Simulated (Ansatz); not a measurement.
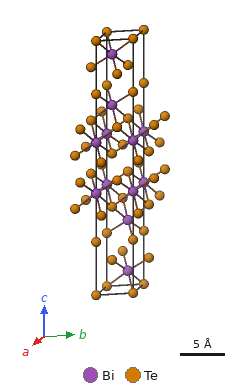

A crystal of Bi₂Te₃ (built on the tetradymite type), before the relaxation. A ball-and-stick model of the conventional cell (3 times the calculation's cell), seen slightly off an axis. Lengths and directions refer to the drawn axes.

All numbers below come from DFT, r2SCAN+rVV10, plane waves, PAW (Ansatz).

Input
```yaml
crystal:
  lattice:
    - [2.1938720397, 1.2666326127, 10.0925125901]
    - [-2.1938720397, 1.2666326127, 10.0925125901]
    - [0.0, -2.5332652254, 10.0925125901]
  atoms:
    - { symbol: Bi, position: [0.4001237706, 0.4001237706, 0.4001237706] }
    - { symbol: Bi, position: [0.5998762294, 0.5998762294, 0.5998762294] }
    - { symbol: Te, position: [0.2093168231, 0.2093168231, 0.2093168231] }
    - { symbol: Te, position: [0.7906831769, 0.7906831769, 0.7906831769] }
    - { symbol: Te, position: [0.0, 0.0, 0.0] }
kpoints:
  mp_grid: { grid: [6, 6, 6] }
hamiltonian:
  xc: r2scan
  dispersion: rvv10
scf:
  occupations: { method: fermi_dirac, width: 0.02 }
relax:
  f_tol: 0.005
  cell: {}
```

Run as
```bash
ansatz run input.yaml --threads 4 --pin off --max-ram 7372MiB --backend cpu --events-out ev --progress --plain --runs-dir out
```

Q: Predict the outcome.

A: The largest moves relative to the cell, 0.13 Å, are those of Te3 and Te4. Te3 goes along +c. By element the largest moves are Te 0.13 Å, Bi 0.06 Å. The drawn cell changes as follows: a = b 4.388 → 4.391 Å (+0.1 %), c 30.278 → 31.361 Å (+3.6 %); the volume changes by +3.8 %. Among the contacts that change: Bi1–Te5 3.241 → 3.254 Å, Bi1–Te4 3.069 → 3.061 Å. The space group stays R-3m (No. 166). After 3 accepted moves (4 points after the start) the energy has fallen by 7.8 meV per atom. Largest force component: 0.22 eV/Å at the start, 0.0039 eV/Å at the end. The pressure goes from 0.72 to 0.03 GPa. The SCF was repeated once at an unchanged geometry on a basis and grid sized afresh for the cell, which shifted the energy by 0.2 meV per atom at most.

Step by step:

```tsv
step	E − E(0), meV/atom	largest force component, eV/Å	pressure, GPa	volume, Å³/atom	note
0	0.00	0.2230	0.72	33.654	
1	-4.99	0.0907	-0.09	34.613	
2	-6.88	0.0297	-0.06	34.780	
3	-7.56	0.0037	0.03	34.917	
4	-7.77	0.0039	0.03	34.917	same geometry, new basis
```

Final geometry:

```xyz
5
Lattice="2.1957 1.2677 10.4535 -2.1957 1.2677 10.4535 0.0000 -2.5354 10.4535" Properties=species:S:1:pos:R:3 pbc="T T T"
Bi    0.0000    0.0000   12.4929
Bi    0.0000    0.0000   18.8678
Te    0.0000    0.0000    6.6984
Te    0.0000    0.0000   24.6622
Te    0.0000    2.5354   20.9071
```

The end point in the same view:

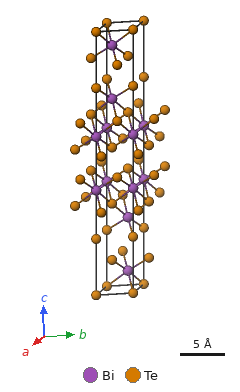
